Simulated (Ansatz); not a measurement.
Be

```xyz
4
Lattice="3.7468 0.0000 0.0000 0.0000 3.7468 0.0000 0.0000 0.0000 2.3041" Properties=species:S:1:pos:R:3 pbc="T T T"
Be    1.1143    1.1143    0.0000
Be    2.6325    2.6325    0.0000
Be    0.7591    2.9877    1.1520
Be    2.9877    0.7591    1.1520
```

Space group P4₂/mnm; a structure from a database of computed crystals, not necessarily the ambient phase; changed on purpose from its base cell (zz strain of +1 %, PAW files).

Level of theory: DFT, PBE, PAW with Ansatz's default frozen-core files, scalar-relativistic in Ansatz 0.2.0.

In a PAW calculation such maps are meaningful between the atoms, not at the nuclei.

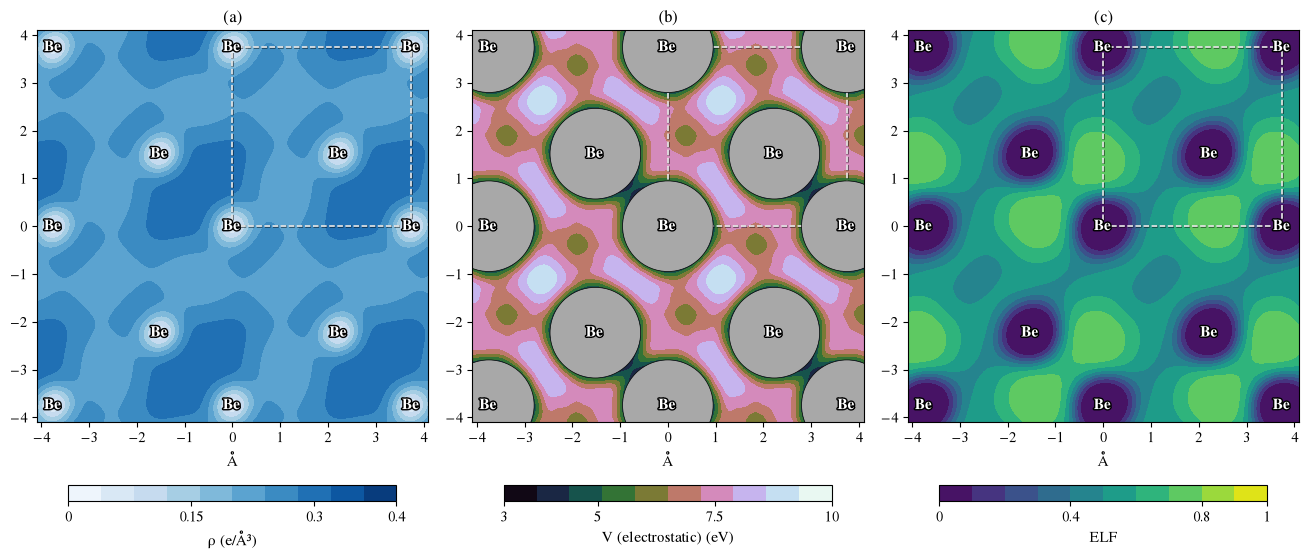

Figure 1. (a) valence charge density (pseudo); (b) electrostatic potential energy of an electron; (c) electron localisation function on the (001) plane of the conventional cell. Grey discs cover the atomic cores in the potential map.

Q: Read the bonding off the picture.

A:
- The plane passes through Be nuclei.
- Be–Be (2.15 Å): ρ at the midpoint is about 0.3 e/Å³; the ELF peaks at about 0.65 between the atoms.
- Between the atoms the lowest density in this plane is 0.21 e/Å³.
- The ELF has a maximum of about 0.80 in the space between the atoms, 1.3 Å from four Be atoms, on no atom or two-centre bond.
- Outside the cores the potential energy rises away from the atoms and is highest about 1.6 Å from the nearest atoms; its zero is arbitrary.

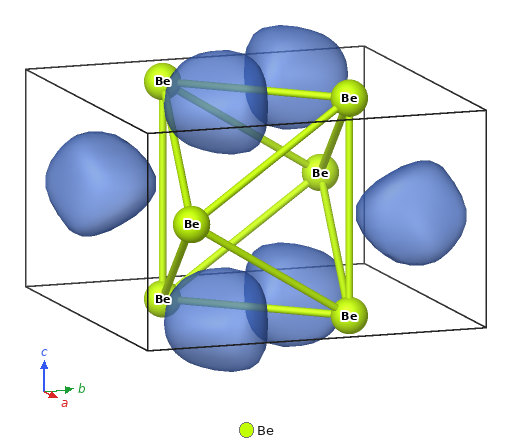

Figure 2. Isosurface of the electron localisation function at 0.7 (blue), seen slightly off an axis. Core shells and regions of very low density are left out. Sticks mark near contacts.

Q: Where are the electrons localised?

A: The ELF exceeds this value in four pockets between the atoms, centred on no nucleus (multi-centre or interstitial), counted in one cell of 4 atoms. Any copies at cell faces, edges or corners count once. There are no localised bonds or lone pairs at this value. Profiles from the grid: Be–Be (2.23 Å): the ELF peaks at about 0.65 between the atoms.

Q: Does the calculation give a band gap?

A: It is gapless in this calculation (a metal or semimetal).
